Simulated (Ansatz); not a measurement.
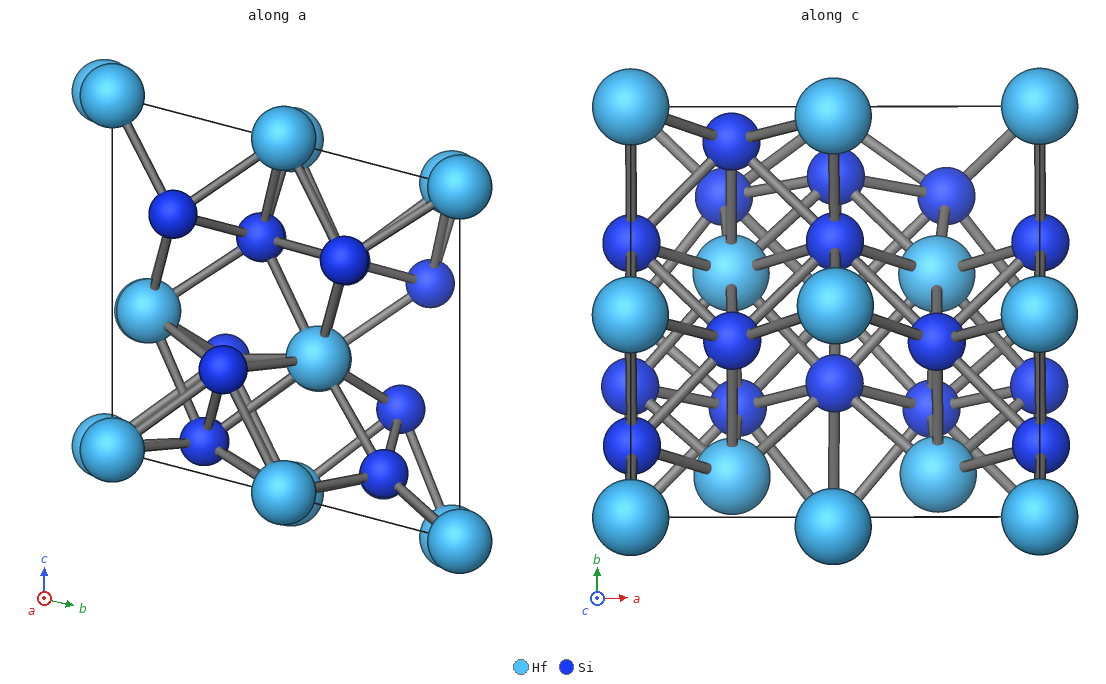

View along the a axis and along the c axis, drawn as a ball-and-stick model. The frame is the unit cell; atoms at its boundary are shown with their periodic copies.

Hf$_{8}$Si$_{13}$, a = 7.14 Å, b = 7.41 Å, c = 7.30 Å, α = 104.72°, β = 90.46°, γ = 89.80°.

The calculation used DFT PBEsol, scalar-relativistic, plane waves, PAW (Ansatz), with a basis cut at 420 eV, k-grid 5×5×5, Gaussian smearing of 0.1 eV, no spin polarisation.

How large a gap does the method give, if there is one?

A metal: bands cross the Fermi level.

State the hydrostatic pressure.

The computed pressure is 0.0 GPa, close to zero.

The structure was taken from a structure type filled with these elements by a generator (whether the compound takes this form wasn't checked). Earlier steps of the study, as a rule a relaxation of our own, may have changed the cell and positions, so they can lie some per cent off the listed ones. An electronic-structure calculation with Ansatz was run on it.
